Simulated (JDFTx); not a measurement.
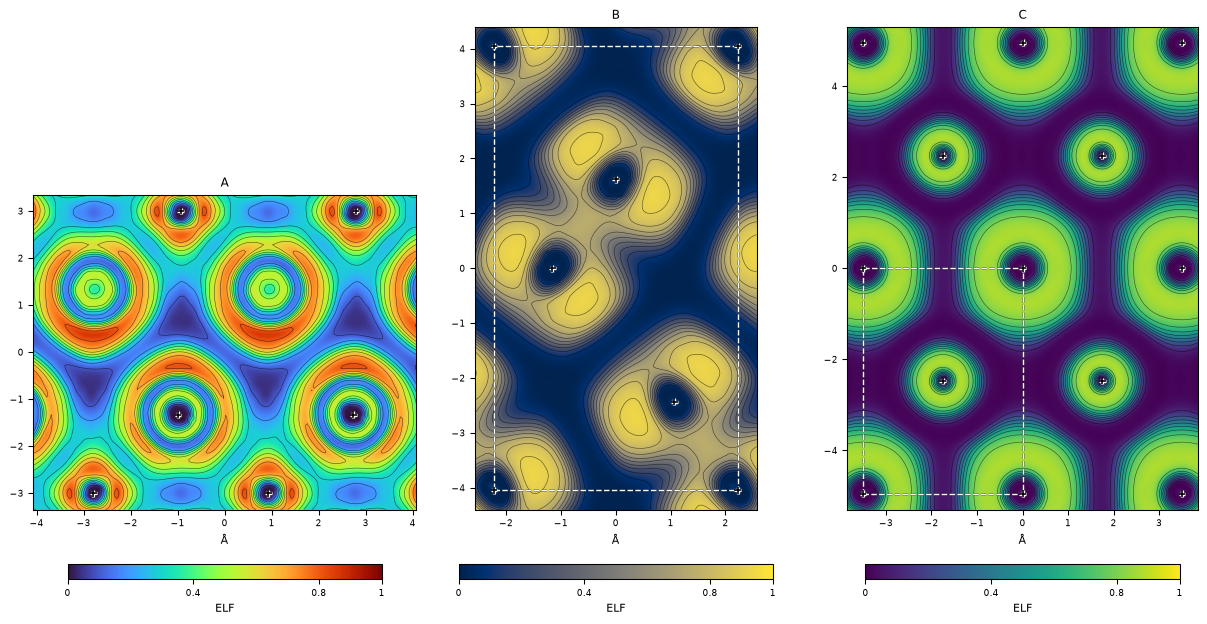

The electron localisation function of 3 systems, each on a plane through atoms (crosses mark nuclei in the plane).

All numbers below come from Kohn-Sham DFT of a periodic cell, PBEsol, PseudoDojo-SR-PBEsol-0.4.1-standard (JDFTx).

System 1: Cl, the (100) plane of the conventional cell. Space group Cmce; not relaxed (largest force 0.4 eV/Å).

```
Cl
1.0
     6.20499    0.00000    0.00000
     0.00000    4.43918    0.00000
     0.00000    0.00000    8.09904
Cl
8
Direct
  0.00000 0.63000 0.40000
  0.50000 0.13000 0.40000
  0.00000 0.87000 0.90000
  0.50000 0.37000 0.90000
  0.00000 0.37000 0.60000
  0.50000 0.87000 0.60000
  0.00000 0.13000 0.10000
  0.50000 0.63000 0.10000
```

System 2: PtSe2, the (011) plane of the conventional cell. Space group P1; changed on purpose from its base cell (atoms moved at random by about 0.05 A); not relaxed (largest force 2.0 eV/Å).

System 3: NaCl, the (101̄) plane of the conventional cell. Space group Pm-3m; a structure from a database of computed crystals, not necessarily the ambient phase.

Which map belongs to which system?

Panel A is system 2, PtSe2: the plane holds Pt and Se. Pt–Se (2.46 Å): the ELF is about 0.50 at the midpoint. Panel B is system 1, Cl: the plane holds Cl. Cl–Cl (1.99 Å): the ELF peaks at about 0.75 between the atoms. Panel C is system 3, NaCl: the plane holds Cl and Na. Na–Cl (3.03 Å): the ELF peaks at about 0.90 in the valence shell of Cl, 0.8 Å from its nucleus, and is about 0.35 at the midpoint (an ionic contact with no shared pair).
